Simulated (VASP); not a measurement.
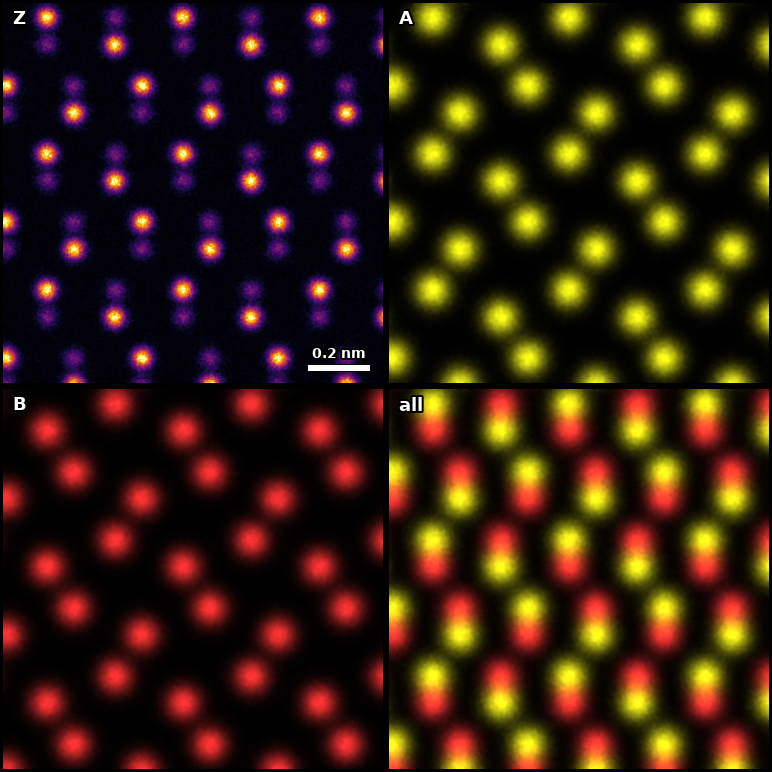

SiNi (P2_13, No. 198) along [001]. Panel Z: Simulated incoherent Z contrast: every atom adds Z^1.8 spread by a probe of 0.50 Å full width; channelling and multiple scattering are left out. Shot noise was added. The other panels are simulated element maps (the number of atoms of one element along the beam, blurred by 0.9 Å, with counting noise; each on its own scale, no channelling); the last overlays them. Model: a cell listed in the Materials Project, as set up for an electronic-structure calculation.

```cif
data_structure
_symmetry_space_group_name_H-M 'P2_13'
_symmetry_Int_Tables_number 198
_cell_length_a 4.5037
_cell_length_b 4.5037
_cell_length_c 4.5037
_cell_angle_alpha 90.000
_cell_angle_beta 90.000
_cell_angle_gamma 90.000
_cell_volume 91.35
loop_
_atom_site_label
_atom_site_type_symbol
_atom_site_symmetry_multiplicity
_atom_site_Wyckoff_symbol
_atom_site_fract_x
_atom_site_fract_y
_atom_site_fract_z
_atom_site_occupancy
Ni1 Ni 4 a 0.14950 0.14950 0.14950 1
Si1 Si 4 a 0.84683 0.84683 0.84683 1
```

Q: Which element does each lettered map show?

A: Ni, B: Si. The projected cell (4.50 × 4.50 Å, 90°) holds 8 columns: 4 of Ni and 4 of Si. No column is shared by two of the mapped elements.
